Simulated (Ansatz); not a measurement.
A periodic structure is given below.

```yaml
crystal:
  lattice:
    - [3.18778, 0.00000, 0.00000]
    - [-1.59389, 2.76069, 0.00000]
    - [0.00000, 0.00000, 14.87128]
  atoms:
    - { symbol: W, position: [0.33333, 0.66667, 0.25000] }
    - { symbol: W, position: [0.66667, 0.33333, 0.75000] }
    - { symbol: S, position: [0.33333, 0.66667, 0.64435] }
    - { symbol: S, position: [0.66667, 0.33333, 0.14435] }
    - { symbol: S, position: [0.33333, 0.66667, 0.85565] }
    - { symbol: S, position: [0.66667, 0.33333, 0.35565] }
```

### Summarise the structure in words.

The stoichiometry is WS₂. Symmetry: P6_3/mmc (No. 194), primitive hexagonal lattice. The structure type is 2H molybdenite (MoS₂) type. In the cell are 2 W, 4 S, which makes 2 formula units. The polyhedra are WS6 trigonal prisms; they share edges. The neighbours of W are six S in a trigonal prismatic arrangement at 2.42 Å. Each S has three W in a trigonal pyramidal arrangement at 2.42 Å. Not all metal-metal contacts are counted. The bonds build WS2 layers parallel to (001).

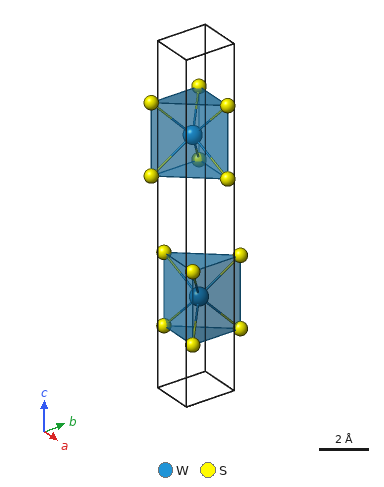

Structure drawing (polyhedral), viewed slightly off an axis. The lines enclose the conventional unit cell; boundary atoms appear with their images. A few atoms beyond the faces are included. Colours: tungsten blue, sulfur yellow.

The initial geometry was a structure listed in the Materials Project. Earlier steps of the study, as a rule a relaxation of our own, may have changed the cell and positions, so they can lie some per cent off the listed ones. It was run through Ansatz as a DFT input.
